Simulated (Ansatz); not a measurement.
**What a change does: band-structure calculation on ZnSe**

System: ZnSe (I-4m2, 2 atoms in the cell).
Method of the first run: DFT, PBE, plane waves, PAW, no spin polarisation (Ansatz 0.2.0).

The structure was built on a prototype by a generator. The geometry comes from this level: r2SCAN (a point of a series of strains). Text and figures count atoms from 1; the logs count them from 0 in places.

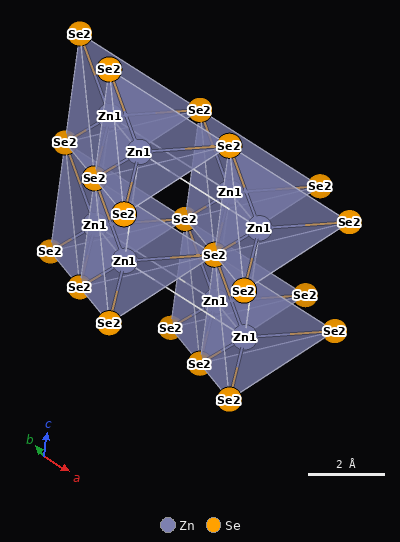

**Figure 1.** The structure as given in the input (polyhedral view of the reduced cell, seen slightly off an axis; polyhedra are completed across the faces of the cell; atoms are numbered from 1 in the order of the input).

**Input, the first run**
```yaml
crystal:
  lattice:
    - [0.0, 2.7743560587, 2.8324206827]
    - [2.7743560587, 0.0, 2.8324206827]
    - [2.7743560587, 2.7743560587, 0.0]
  atoms:
    - { symbol: Zn, position: [0.0, 0.0, 0.0] }
    - { symbol: Se, position: [0.25, 0.25, 0.25] }
kpoints:
  mp_grid: { grid: [8, 8, 8] }
  band_path:
    path:
      - [0.0, 0.0, 0.0]
      - [-0.5, -0.5, 0.0]
      - [-0.375, -0.375, 0.25]
      - [-0.375, 0.0, 0.375]
      - [0.0, 0.0, 0.5]
      - [-0.5, -0.25, 0.25]
    npoints: 1
hamiltonian:
  xc: pbe
scf:
  occupations: { method: fermi_dirac, width: 0.02 }
  n_extra_bands: 4
output:
  forces: true
  stress: true
  eigenvalues: true
```

Launched with:
```bash
ansatz run input.yaml --threads 4 --pin off --max-ram 3686MiB --backend cpu --events-out ev --progress --plain --runs-dir out
```

Hardware: 4 threads of an Arm (aarch64) CPU, shared host.

**Output, shortened to warnings, some set-up lines, iterations and results (the first run)**
```
Basis set: ecut = 420 eV, 869 PW (Γ), exchange–correlation on 54×54×54 points (8 copies of the dense FFT grid, shifted against one another)
Symmetry: 8 space group operations
k-points: 59 of 512 (time reversal used)
Initial density: superposition of atomic densities (neutral atoms: chi_scale 0, normalization atom), corrected by the library's trained network
[...]
SCF iter   1: F=—  HF=-8789.482096 eV  |F-HF|=—  |Δ(HF+E_count)|=         —  Δρ=7.68e-4  dr2=3.44e-4  ethr=1.77e-3  ⟨swp⟩=6.0  Hψ=5655  notcnv=0
SCF iter   2: F=—  HF=-8789.481970 eV  |F-HF|=—  |Δ(HF+E_count)|=   1.25e-4  Δρ=3.60e-4  dr2=2.95e-5  ethr=1.23e-6  ⟨swp⟩=2.0  Hψ=2569  notcnv=0
SCF iter   3: F=—  HF=-8789.481990 eV  |F-HF|=—  |Δ(HF+E_count)|=   1.98e-5  Δρ=1.61e-4  dr2=5.73e-6  ethr=1.05e-7  ⟨swp⟩=2.8  Hψ=1876  notcnv=0
SCF iter   4: F=—  HF=-8789.481989 eV  |F-HF|=—  |Δ(HF+E_count)|=   5.73e-7  Δρ=7.42e-5  dr2=8.09e-7  ethr=2.05e-8  ⟨swp⟩=2.0  Hψ=1534  notcnv=0
SCF iter   5: F=—  HF=-8789.481992 eV  |F-HF|=—  |Δ(HF+E_count)|=   2.34e-6  Δρ=1.97e-5  dr2=1.56e-7  ethr=2.89e-9  ⟨swp⟩=2.0  Hψ=1889  notcnv=0
SCF iter   6: F=-8789.481992 eV  HF=-8789.481992 eV  |F-HF|=1.23e-8  |Δ(HF+E_count)|=   1.56e-7  Δρ=4.62e-6  dr2=5.33e-9  ethr=3.57e-10  ⟨swp⟩=5.9  Hψ=5024  notcnv=0
SCF 1 converged in 6 iterations: F = -8789.481992 eV  dr2 = 5.33e-9
NSCF: frozen V_eff on 6 k-points
SCF converged after 6 iterations
Free energy (F): -8789.481992 eV
Harris-Foulkes:  -8789.481992 eV  (|F-HF|=1.23e-8)
Internal energy: -8789.481992 eV  (E = F + TS)
E sigma→0 (E₀):  -8789.481992 eV
Fermi energy:    8.132354 eV
--- Per-component energies (eV) ---
  E_band       = -368.114485
  E_kinetic    = 251.216417
  E_local      = -4325.749208  (includes V_loc(G=0)·N_el)
  E_nonlocal   = 17.906696
  E_hartree    = 2008.333545
  E_xc         = -242.156996
  E_vxc        = -151.166844  (∫ρ·V_xc dr)
  E_paw        = -3738.737952  (= ΣΔE_a)
  E_vpaw       = -176.987240  (= ΣTr[D̂ρ^β])
  E_aug_tail   = -0.000941  (compensation charges beyond the density's cutoff)
  E_ewald      = -2760.293555
  E_smearing   = -0.000000  (= −TS)
  E_closure    = -0.000000  (closes the sum)
  Σ components = -8789.481992   (vs F -8789.481992, Δ=0.00e0)
--- Forces (eV/Å), atoms counted from 1 ---
  atom   1  Zn     0.00000000     0.00000000     0.00000000
  atom   2  Se    -0.00000000    -0.00000000    -0.00000000
  max |Σ_I F_I| component: 8.33e-17 eV/Å
--- Stress (GPa, compression-positive) ---
        5.440963       0.000000       0.000000
        0.000000       5.440963       0.000000
        0.000000       0.000000       4.736747
  P = ⅓ Tr σ = 5.2062 GPa (52.062 kbar)
```

The input of the second run differs as follows (lines with − go, lines with + come):
```diff
-  xc: pbe
+  xc: r2scan
-  occupations: { method: fermi_dirac, width: 0.02 }
+  occupations: { method: fixed }
```

What does this change do to the results?

The total energies belong to different methods, so their difference says nothing on which is more stable or more accurate. The gap on the mesh goes from 1.43 to 2.02 eV. The pressure goes from 5.21 to 2.98 GPa. The functional changes from PBE to r2SCAN. The SCF takes 8 iterations against 6. The default cutoff goes from 420 to 500 eV with the change. The plane waves at Γ go from 869 to 1091.

**Output, shortened to warnings, some set-up lines, iterations and results (the second run)**
```
Basis set: ecut = 500 eV, 1091 PW (Γ), exchange–correlation on 120×120×120 points (64 copies of the dense FFT grid, shifted against one another)
Symmetry: 8 space group operations
k-points: 59 of 512 (time reversal used)
Initial density: superposition of atomic densities (neutral atoms: chi_scale 0, normalization atom), corrected by the library's trained network
[...]
SCF iter   1: F=—  HF=-8805.482049 eV  |F-HF|=—  |Δ(HF+E_count)|=         —  Δρ=1.43e-2  dr2=4.14e-2  dr2_τ=6.46e-3  ethr=1.77e-3  ⟨swp⟩=4.9  Hψ=4880  notcnv=0  defer=108
SCF iter   2: F=—  HF=-8805.484050 eV  |F-HF|=—  |Δ(HF+E_count)|=   2.00e-3  Δρ=3.46e-3  dr2=5.77e-3  dr2_τ=1.95e-4  ethr=1.48e-4  ⟨swp⟩=2.3  Hψ=2146  notcnv=0  defer=113
SCF iter   3: F=—  HF=-8805.480286 eV  |F-HF|=—  |Δ(HF+E_count)|=   3.76e-3  Δρ=2.73e-3  dr2=1.35e-3  dr2_τ=1.09e-5  ethr=2.06e-5  ⟨swp⟩=2.3  Hψ=1670  notcnv=0  defer=116
SCF iter   4: F=—  HF=-8805.480482 eV  |F-HF|=—  |Δ(HF+E_count)|=   1.96e-4  Δρ=5.00e-4  dr2=6.08e-5  dr2_τ=3.28e-6  ethr=4.83e-6  ⟨swp⟩=3.0  Hψ=2123  notcnv=0  defer=117
SCF iter   5: F=—  HF=-8805.480474 eV  |F-HF|=—  |Δ(HF+E_count)|=   8.07e-6  Δρ=4.78e-5  dr2=7.98e-7  dr2_τ=1.75e-8  ethr=2.17e-7  ⟨swp⟩=2.0  Hψ=2001  notcnv=0  defer=109
SCF iter   6: F=—  HF=-8805.480474 eV  |F-HF|=—  |Δ(HF+E_count)|=   8.28e-8  Δρ=4.52e-5  dr2=7.22e-7  dr2_τ=8.96e-9  ethr=3.57e-10  ⟨swp⟩=7.1  Hψ=5765  notcnv=0
SCF iter   7: F=—  HF=-8805.480474 eV  |F-HF|=—  |Δ(HF+E_count)|=   4.97e-8  Δρ=1.97e-5  dr2=1.29e-7  dr2_τ=3.95e-10  ethr=2.58e-9  ⟨swp⟩=1.8  Hψ=1393  notcnv=0
SCF iter   8: F=-8805.480474 eV  HF=-8805.480474 eV  |F-HF|=1.93e-9  |Δ(HF+E_count)|=   1.04e-8  Δρ=4.45e-6  dr2=6.56e-9  dr2_τ=1.96e-11  ethr=3.57e-10  ⟨swp⟩=5.0  Hψ=4199  …
SCF 1 converged in 8 iterations: F = -8805.480474 eV  dr2 = 6.56e-9
NSCF: frozen V_eff on 6 k-points
SCF converged after 8 iterations
Free energy (F): -8805.480474 eV
Harris-Foulkes:  -8805.480474 eV  (|F-HF|=1.93e-9)
Internal energy: -8805.480474 eV  (E = F + TS)
E sigma→0 (E₀):  -8805.480474 eV
Fermi energy:    7.098719 eV
--- Per-component energies (eV) ---
  E_band       = -386.414078
  E_kinetic    = 250.627453
  E_local      = -4332.752188  (includes V_loc(G=0)·N_el)
  E_nonlocal   = 22.483297
  E_hartree    = 2014.161693
  E_xc         = -222.898889
  E_vxc        = -160.215371  (∫ρ·V_xc dr)
  E_paw        = -3774.860637  (= ΣΔE_a)
  E_vpaw       = -202.989533  (= ΣTr[D̂ρ^β])
  E_aug_tail   = -0.000259  (compensation charges beyond the density's cutoff)
  E_vtau       = 8.112861  (kinetic-family band-sum trace: ∫τ·v_τ [+ j·A + Jᵃ·Aᵃ] dr)
  E_ewald      = -2760.293555
  E_core_change = -1.947389  (= ΣΔE_core)
  E_smearing   = -0.000000  (= −TS)
  E_closure    = -0.000000  (closes the sum)
  Σ components = -8805.480474   (vs F -8805.480474, Δ=0.00e0)
--- Forces (eV/Å), atoms counted from 1 ---
  atom   1  Zn     0.00000000     0.00000000    -0.00000000
  atom   2  Se    -0.00000000     0.00000000    -0.00000000
  max |Σ_I F_I| component: 1.39e-16 eV/Å
--- Stress (GPa, compression-positive) ---
        3.240523       0.000000       0.000000
       -0.000000       3.240523       0.000000
        0.000000       0.000000       2.456251
  P = ⅓ Tr σ = 2.9791 GPa (29.791 kbar)
```

**The two runs side by side**

| quantity | the first run | the second run |
| --- | --- | --- |
| outcome | converged | converged |
| free energy per atom (eV) | −4394.7410 | −4402.7402 |
| gap on the mesh (eV) | 1.43 | 2.02 |
| pressure (GPa) | 5.21 | 2.98 |
| largest force (eV/Å) | 0.000 | 0.000 |
| SCF iterations | 6 | 8 |
| irreducible k-points | 59 | 59 |
| plane waves at Γ | 869 | 1091 |
| wall time (shared host) | 1.9 s | 4.7 s |

For the first run: The cell is under a pressure of 5.2 GPa at this level, so it is not at its equilibrium volume.
